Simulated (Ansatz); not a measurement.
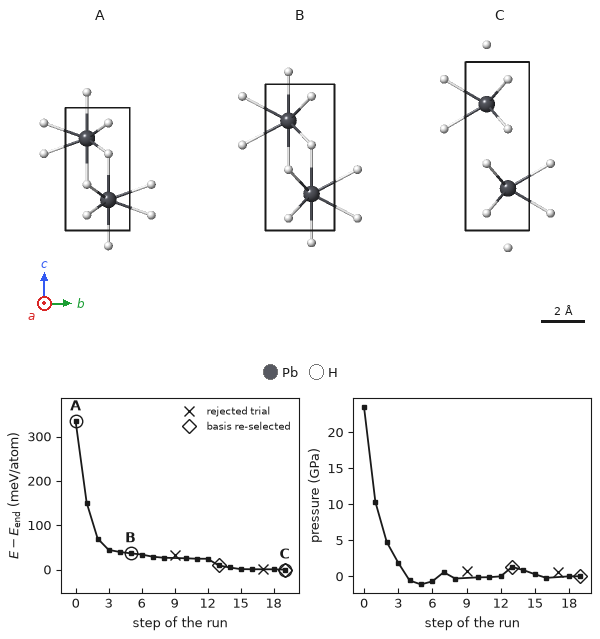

Frames of a relaxation of a crystal of H$_{2}$Pb (set up in P6_3/mmc) (coarse preliminary run), marked on the history of the run. A ball-and-stick model of the cell of the calculation, seen along the a axis.

Case: 4 H put on empty site 2 of 1 host cells, relaxed.

Theory: DFT PBE, scalar-relativistic, plane waves, PAW in Ansatz 0.2.0.

Input file:
```yaml
crystal:
  lattice:
    - [3.5420401581, 0.0, 0.0]
    - [-1.7710200791, 3.0674967582, 0.0]
    - [0.0, 0.0, 5.8485762319]
  atoms:
    - { symbol: Pb, position: [0.3333333333, 0.6666666667, 0.25] }
    - { symbol: Pb, position: [0.6666666667, 0.3333333333, 0.75] }
    - { symbol: H, position: [0.3333333333, 0.6666666667, 0.625] }
    - { symbol: H, position: [0.6666666667, 0.3333333333, 0.375] }
    - { symbol: H, position: [0.6666666667, 0.3333333333, 0.125] }
    - { symbol: H, position: [0.3333333333, 0.6666666667, 0.875] }
basis:
  ecutwfc: 420
kpoints:
  mp_grid: { grid: [6, 6, 4] }
hamiltonian:
  xc: pbe
scf:
  occupations: { method: gaussian, width: 0.1 }
output:
  forces: true
  stress: true
  eigenvalues: true
relax:
  adjacent_minimum: "off"
  f_tol: 0.0325
  max_steps: 70
  cell: { stress_tol: 0.24 }
```

Command:
```bash
ansatz run input.yaml --threads 2 --pin off --max-ram 5120MiB --backend cpu --events-out ev --progress --plain --runs-dir out
```

Describe the path.

Answer. After 15 accepted moves (19 points after the start) the energy has fallen by 334 meV per atom. Largest force component: 0.92 eV/Å at the start, 0.0044 eV/Å at the end. The pressure goes from 23.56 to 0.02 GPa. The line search rejected the trial steps at points 9, 17 of the run. The SCF was repeated twice at an unchanged geometry on a basis and grid sized afresh for the cell, which shifted the energy by 14.9 meV per atom at most. The largest moves relative to the cell, 0.18 Å, are those of H3, H4, H5 and H6. H3 goes along −c. Pb stays in place. The volume changes by +34.6 %, with a = b 3.542 → 3.509 Å (−0.9 %), c 5.849 → 8.023 Å (+37.2 %). Some distances before and after: Pb1–H3 2.193 → 2.829 Å, Pb1–H4 2.172 → 2.346 Å. The space group stays P6_3/mmc (No. 194). From step 0 to 5: H atoms move most (0.29 Å), volume +37.0 %, energy −297 meV per atom. From step 5 to 19: H atoms move most (0.15 Å), volume −1.8 %, energy −36.7 meV per atom.

| step | E − E(0), meV/atom | largest force component, eV/Å | pressure, GPa | volume, Å³/atom | note |
| --- | --- | --- | --- | --- | --- |
| 0 | 0.00 | 0.9208 | 23.56 | 10.591 |  |
| 1 | -183.02 | 0.5727 | 10.34 | 12.037 |  |
| 2 | -263.99 | 0.2582 | 4.76 | 13.046 |  |
| 3 | -289.49 | 0.0600 | 1.91 | 13.742 |  |
| 4 | -294.16 | 0.0436 | -0.56 | 14.515 |  |
| 5 | -297.30 | 0.0127 | -1.12 | 14.513 |  |
| 6 | -299.93 | 0.0375 | -0.69 | 14.298 |  |
| 7 | -304.86 | 0.1051 | 0.58 | 13.715 |  |
| 8 | -307.22 | 0.1328 | -0.30 | 13.702 |  |
| 9 | -300.30 | 0.1529 | 0.75 | 13.291 | rejected |
| 10 | -308.42 | 0.0632 | -0.14 | 13.744 |  |
| 11 | -309.46 | 0.0126 | -0.11 | 13.586 |  |
| 12 | -309.51 | 0.0007 | 0.00 | 13.594 |  |
| 13 | -324.40 | 0.0017 | 1.32 | 13.594 | same geometry, new basis |
| 14 | -329.13 | 0.0162 | 0.87 | 13.699 |  |
| 15 | -332.88 | 0.0063 | 0.30 | 14.001 |  |
| 16 | -333.18 | 0.0080 | -0.20 | 14.327 |  |
| 17 | -332.89 | 0.0221 | 0.61 | 14.164 | rejected |
| 18 | -333.32 | 0.0033 | 0.01 | 14.257 |  |
| 19 | -334.02 | 0.0044 | 0.02 | 14.257 | same geometry, new basis |
